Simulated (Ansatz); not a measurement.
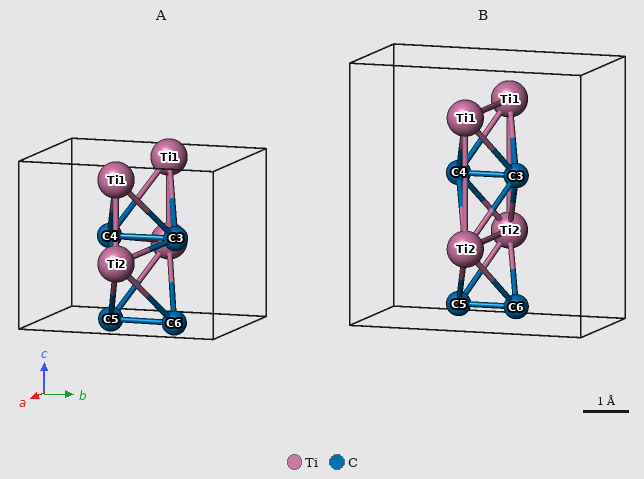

Two geometries of a crystal of TiC$_{2}$ (built on the random type) (coarse preliminary run), drawn at one scale. One is the start of a relaxation, the other its converged end. Style: ball-and-stick. Shown: the cell of the calculation, slightly off an axis.

All numbers below come from DFT PBE, scalar-relativistic, plane waves, PAW in Ansatz 0.2.0. Settings: plane-wave cutoff 420 eV; k-point mesh 6 × 4 × 4; occupations gaussian; smearing width 0.1 eV; no spin polarisation; cell and atoms relaxed; force threshold 0.04 eV/Å; at most 70 steps.

Question: Which geometry has the lower energy?

Answer: Structure B is the relaxed one. Case: random cell with space group Pcc2 (No. 27). The energy falls by 10.987 eV per cell of the calculation in 18 accepted moves (21 points after the start). The largest force component goes from 4.6 to 0.02 eV/Å. Pressure: 59.28 GPa at the start and 0.10 GPa at the end. The SCF was repeated 3 times at an unchanged geometry on a basis and grid sized afresh for the cell, which shifted the energy by 0.969 eV per cell of the calculation at most. The largest moves relative to the cell, 0.62 Å, are those of Ti1 and Ti2. Ti1 goes along −c. Largest moves by element: Ti 0.62 Å, C 0.39 Å. The drawn cell changes as follows: a 3.578 → 2.986 Å (−16.6 %), b 4.596 → 5.470 Å (+19.0 %), c 3.792 → 5.922 Å (+56.2 %); the volume changes by +55.1 %. Among the contacts that change: Ti1–Ti2 1.896 → 2.961 Å, C3–C6 1.898 → 2.961 Å, Ti1–Ti1 3.578 → 2.986 Å, Ti1–C3 2.516 → 2.210 Å. Among the angles between lasting bonds that change: Ti2–C4–Ti2 129.6° → 85.0°, Ti1–C4–Ti2 130.2° → 144.1°, Ti2–C4–C3 64.7° → 72.0°. The space group (tolerance 0.01 Å) goes from Pcc2 (No. 27) to Pmmm (No. 47).

Limits of the set-up: the k-point mesh is coarse for a cell with partly filled bands.
